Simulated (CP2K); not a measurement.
## Energy of Rh along an even scaling of the cell

System: Rh (Fm-3m, 1 atom in the cell).
Method: Kohn-Sham DFT of a periodic cell, r2SCAN, GTH-SCAN with UZH-TZVP basis, no spin polarisation (CP2K 2026.2).

The 6 runs differ only in the geometry, by an even scaling of the cell at fixed fractional positions. The structure derives from an entry of the Crystallography Open Database.

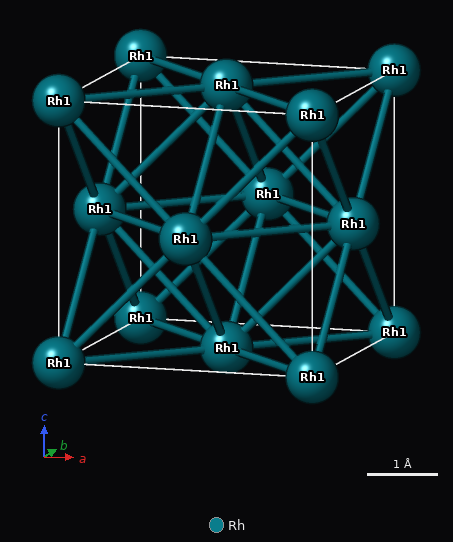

Figure 1. The structure of run 4 (ball-and-stick view of the cell 4 times as large as that of the calculation, set on its symmetry axes, seen slightly off an axis; atoms are numbered from 1 in the order of the input). An atom can appear more than once, as a periodic image.

## Input of run 4
```
&GLOBAL
  PROJECT rh_eos
  RUN_TYPE ENERGY_FORCE
  PRINT_LEVEL LOW
&END GLOBAL
&FORCE_EVAL
  METHOD QS
  STRESS_TENSOR ANALYTICAL
  &DFT
    BASIS_SET_FILE_NAME BASIS_MOLOPT_UZH
    POTENTIAL_FILE_NAME POTENTIAL_UZH
    WFN_RESTART_FILE_NAME previous-RESTART.kp
    &MGRID
      CUTOFF 675
      REL_CUTOFF 60
      NGRIDS 5
    &END MGRID
    &QS
      METHOD GPW
      EPS_DEFAULT 1.0E-9
    &END QS
    &KPOINTS
      SCHEME MONKHORST-PACK 12 12 12
      GAMMA_CENTERED T
      SYMMETRY T
      SYMMETRY_BACKEND SPGLIB
    &END KPOINTS
    &SCF
      SCF_GUESS RESTART
      EPS_SCF 1.0E-6
      MAX_SCF 100
      ADDED_MOS 11
      CHOLESKY OFF
      EPS_EIGVAL 1.0E-7
      &DIAGONALIZATION ON
        ALGORITHM STANDARD
      &END DIAGONALIZATION
      &MIXING ON
        METHOD BROYDEN_MIXING
        ALPHA 0.4
        BETA 1.5
        NBUFFER 8
      &END MIXING
      &SMEAR ON
        METHOD FERMI_DIRAC
        ELECTRONIC_TEMPERATURE [K] 580.226
      &END SMEAR
    &END SCF
    &XC
      &XC_FUNCTIONAL
        &MGGA_X_R2SCAN
        &END MGGA_X_R2SCAN
        &MGGA_C_R2SCAN
        &END MGGA_C_R2SCAN
      &END XC_FUNCTIONAL
    &END XC
    &PRINT
      &KPOINTS ON
      &END KPOINTS
      &MULLIKEN ON
      &END MULLIKEN
      &MO ON
        ENERGIES T
        OCCUPATION_NUMBERS T
        &EACH
          QS_SCF 0
        &END EACH
        ADD_LAST NUMERIC
      &END MO
    &END PRINT
  &END DFT
  &SUBSYS
    &CELL
      A 2.7017403314 0.0000000000 0.0000000000
      B 1.3508701657 2.3397757615 0.0000000000
      C 1.3508701657 0.7799252539 2.2059617432
      PERIODIC XYZ
    &END CELL
    &COORD
      Rh  0.0000000000 0.0000000000 0.0000000000
    &END COORD
    &KIND Rh
      BASIS_SET TZVP-MOLOPT-SCAN-GTH-q17
      POTENTIAL GTH-SCAN-q17
    &END KIND
    &PRINT
      &ATOMIC_COORDINATES ON
      &END ATOMIC_COORDINATES
      &CELL ON
      &END CELL
    &END PRINT
  &END SUBSYS
  &PRINT
    &FORCES ON
    &END FORCES
    &STRESS_TENSOR ON
    &END STRESS_TENSOR
  &END PRINT
&END FORCE_EVAL
```

Command:
```bash
OMP_NUM_THREADS=1 cp2k.psmp -i rh_eos.inp -o rh_eos.out
```

Lattice vectors (Å) and fractional positions of run 4:
```
   2.701740    0.000000    0.000000
   1.350870    2.339776    0.000000
   1.350870    0.779925    2.205962
Rh  0.000000  0.000000  0.000000
```

Run 3 differs from it as follows:
```diff
-      A 2.7017403314 0.0000000000 0.0000000000
-      B 1.3508701657 2.3397757615 0.0000000000
-      C 1.3508701657 0.7799252539 2.2059617432
+      A 2.6659514772 0.0000000000 0.0000000000
+      B 1.3329757387 2.3087817046 0.0000000000
+      C 1.3329757387 0.7695939016 2.1767402661
```

## Results, with one run withheld

```tsv
run	volume per atom (Å³)	free energy per atom, from the lowest run given (meV)	pressure (GPa)
1	12.851	157.77	38.79
2	13.125	99.59	29.56
3	13.398	?	?
4	13.945	7.88	7.56
5	14.218	0.00	1.79
6	14.492	1.41	−3.34
```

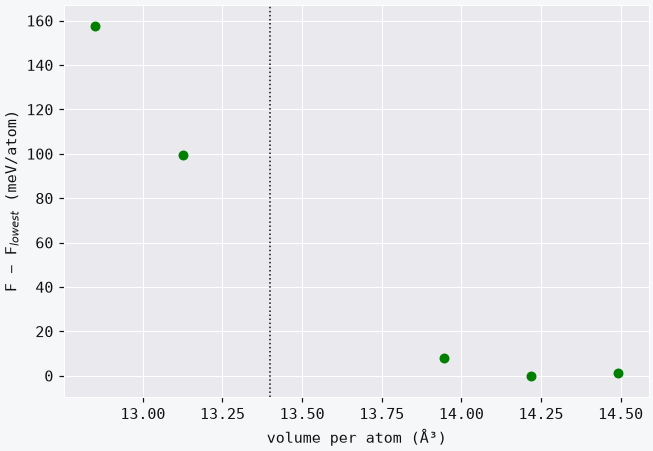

Figure 2. Free energy per atom of the runs given; the dotted line marks run 3.

Fit the runs given and predict run 3.

A cubic polynomial in V^(−2/3) (the Birch–Murnaghan form), fitted to the 5 runs given, misses them by at most 0.01 meV per atom. With x = V^(−2/3) − 0.17464 Å⁻², it reads F = 23.657 + 9777.1 x + 1.0022e+06 x² + 2.7963e+06 x³ (meV per atom). At run 3 it gives 56.38 meV per atom, and the run itself gives 56.29. The slope of the fit gives a pressure −dF/dV of 21.36 GPa there, and the run prints 21.35 GPa. The fit has its minimum at 14.310 Å³ per atom, where V d²F/dV² gives 275 GPa: the bulk modulus at this level, since symmetry fixes the shape and the positions.

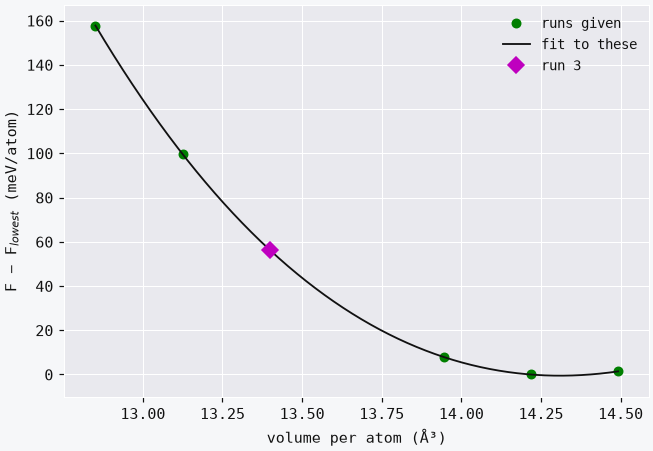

Figure 3. The fit and the withheld run.

## Some lines of the output (run 3)
```
[...]
 CELL| Volume [angstrom^3]:                                            13.398054
 CELL_REF| Volume [angstrom^3]:                                        13.398054
                        Smear method:                                FERMI_DIRAC
  Step     Update method      Time    Convergence         Total energy    Change
  Fermi energy:                                                 0.68074977922270
  Total energy:                                              -107.56218307742280
  Total energy (extrapolated to T->0):                       -107.56204149857291
 MO| E(Fermi):            0.680750 a.u.         18.524144 eV
```
